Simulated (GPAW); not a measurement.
K: space group Pm-3m (No. 221), a = 4.310 Å, b = 4.310 Å, c = 4.310 Å, α = 90.00°, β = 90.00°, γ = 90.00°. Origin: a cell listed in the Materials Project, as set up for an electronic-structure calculation. Forms under 0.4 % of the area are left out.

**Estimate the growth shape by the BFDH rule (face distance proportional to 1/d, absences counted).**

The forms computed, by share of the surface:

```
 form  faces  d (Å)  share of area (%)
{100}      6  4.310              100.0
```

The crystal is roughly equant (blocky). Widths along a, b and c stand as 1.00 : 1.00 : 1.00.

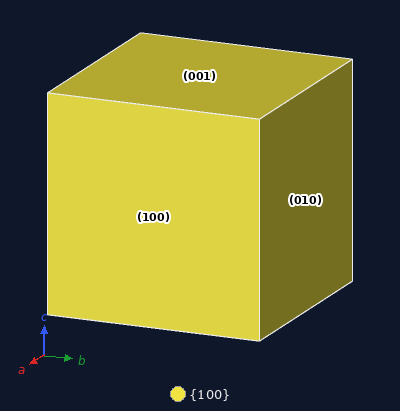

The computed shape, faces indexed. The rule is geometric and ignores bonding and growth conditions.
